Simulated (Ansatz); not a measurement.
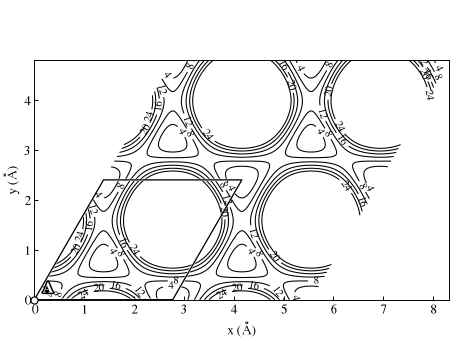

Al (P6_3/mmc, No. 194; 8 atoms in the cell). Gamma surface: rigid slide across a plane, one fault a cell; the plane is (0 0 1) of the conventional cell. Places are given modulo a cell vector. The map is drawn in real space over the plane of the slide. Nothing is relaxed (rigid halves, spacing across the cut fixed). The scan uses a 9 × 9 grid; 19 points were computed and 62 follow by symmetry. All energies are given in meV/Å² relative to the lowest grid point. All numbers below come from DFT LDA+D3(BJ), scalar-relativistic, plane waves, PAW in Ansatz. Settings: cutoff 420 eV, k-mesh 16×16×3 in the order of the run's cell vectors, gaussian smearing 0.15 eV, no spin polarisation.

Drawn: contour lines labelled in meV/Å² (none above 24), the outline of one cell of the 2 × 2 shown, the point A. Between grid points the surface is interpolated.

What is the easiest way out of the well at A, and how high is the barrier?

The easiest path leads from the well at (0/9, 0/9) of the cell vectors to the well at (3/9, 3/9) of the cell vectors, about 0.88 meV/Å² higher. Its highest point lies about 9.1 meV/Å² above the bottom of the first well on the interpolated surface, at about (0.17, 0.18) of the cell vectors. The start is the relaxed structure and all else is held, so a fully relaxed path at this level can only be lower.

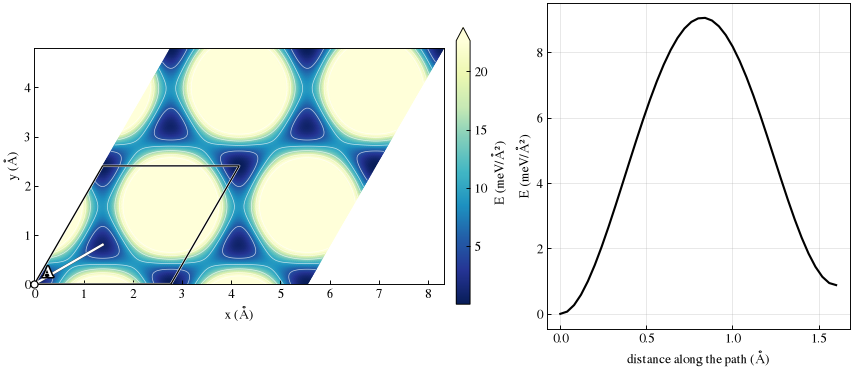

The picture shows a smooth colour map with a few white contour lines, a line along the lowest path, the outline of one cell of the 2 × 2 shown, one colour for all values above the top of the scale, the energy along the path at the right. Between grid points the surface is interpolated.

PAW datasets: the set soft_1.
